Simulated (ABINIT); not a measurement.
## Geometry relaxation of Ge (part 3 of 3)

Continued. System: Ge (Cmmm, 1 atom in the cell). Method: Kohn-Sham DFT of a periodic cell, PBE with D2, JTH PAW PBE v2.0, no spin polarisation (ABINIT 10.8.3); cutoff 598.65 eV, 11×11×10 k-mesh, fermi-dirac of 0.05 eV. The structure derives from a Materials Project entry.

Geometry of the input (Å; fractional positions):
```
1.3971  -2.6005  0.0000
1.3971  2.6005  0.0000
0.0000  0.0000  2.6982
Ge 0.5000  0.5000  0.0000
```

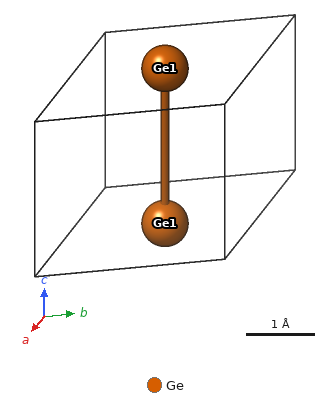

**Figure 1.** The geometry at step 3 of the log (ball-and-stick view of the cell of the calculation, seen at an oblique angle; atoms are numbered from 1 in the order of the input).

Trajectory as extended XYZ (Å, eV, eV/Å), 6 frames, from step=0 to step=5:
```
1
Lattice="1.3971 -2.6005 0.0000 1.3971 2.6005 0.0000 0.0000 0.0000 2.6982" Properties=species:S:1:pos:R:3:forces:R:3 step=0 energy=-2600.96530
Ge    1.3971    0.0000    0.0000    0.0000   0.0000   0.0000
1
Lattice="1.3939 -2.5865 0.0000 1.3939 2.5865 0.0000 0.0000 0.0000 2.6844" Properties=species:S:1:pos:R:3:forces:R:3 step=1 energy=-2600.97196
Ge    1.3939    0.0000    0.0000    0.0000   0.0000   0.0000
1
Lattice="1.3811 -2.4992 0.0000 1.3811 2.4992 0.0000 0.0000 0.0000 2.6329" Properties=species:S:1:pos:R:3:forces:R:3 step=2 energy=-2600.98599
Ge    1.3811    0.0000    0.0000    0.0000   0.0000   0.0000
1
Lattice="1.3867 -2.4990 0.0000 1.3867 2.4990 0.0000 0.0000 0.0000 2.6426" Properties=species:S:1:pos:R:3:forces:R:3 step=3 energy=-2600.98659
Ge    1.3867    0.0000    0.0000    0.0000   0.0000   0.0000
1
Lattice="1.3899 -2.4910 0.0000 1.3899 2.4910 0.0000 0.0000 0.0000 2.6475" Properties=species:S:1:pos:R:3:forces:R:3 step=4 energy=-2600.98676
Ge    1.3899    0.0000    0.0000    0.0000   0.0000   0.0000
1
Lattice="1.3921 -2.4850 0.0000 1.3921 2.4850 0.0000 0.0000 0.0000 2.6477" Properties=species:S:1:pos:R:3:forces:R:3 step=5 energy=-2600.98680
Ge    1.3921    0.0000    0.0000    0.0000   0.0000   0.0000
```

Results in brief:

| quantity | value |
| --- | --- |
| outcome | converged |
| space group (tolerance 0.01 Å) | Cmmm (65) |
| electrons treated | 14 |
| free energy | −2600.9868 eV |
| Fermi energy | 9.376 eV |
| gap on the k-point mesh | none (metallic) |
| pressure | −0.01 GPa |
| final volume | 18.32 Å³ |
| largest force (length of the vector) at the end | under 0.001 eV/Å |
| final cell | a = 2.848 Å, b = 2.848 Å, c = 2.648 Å, α = 90.00°, β = 90.00°, γ = 121.49° |
| hardware | 1 thread of Arm Neoverse V1, 24 GiB of memory available, shared host |
| wall time | 4.5 min |
| peak memory | 0.17 GiB |
